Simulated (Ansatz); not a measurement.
PbS, space group Cmcm (No. 63), a = 4.130 Å, b = 11.781 Å, c = 4.258 Å, α = 90.00°, β = 90.00°, γ = 90.00°

| site | Wyckoff | x | y | z |
| --- | --- | --- | --- | --- |
| Pb | 4c | 0.5000 | 0.6282 | 0.7500 |
| S | 4c | 0.5000 | 0.8556 | 0.7500 |

Source: the geometry relaxed at fixed volume with DFT r2SCAN, scalar-relativistic, plane waves, PAW in Ansatz.

> Describe the coordination of Pb.

PbS5: a slightly distorted square pyramid (coordination number 5, S = 0.42; next best trigonal bipyramid, S = 9.3). Bonds: 1 × Pb–S 2.68 Å and 4 × Pb–S 2.97 Å. The next neighbour, not counted, lies at 3.69 Å.

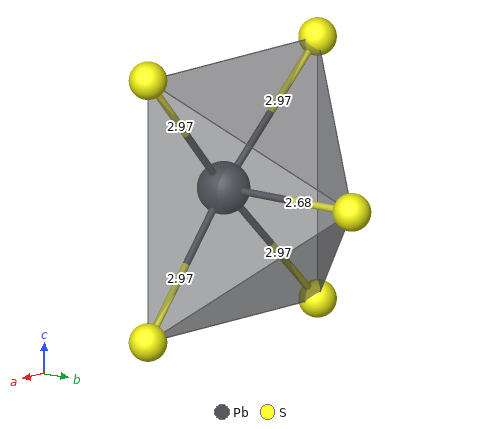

The polyhedron about Pb. The shape measure S (0 to 100) is the computed least-squares distance from an ideal polyhedron; S = 0 means ideal.
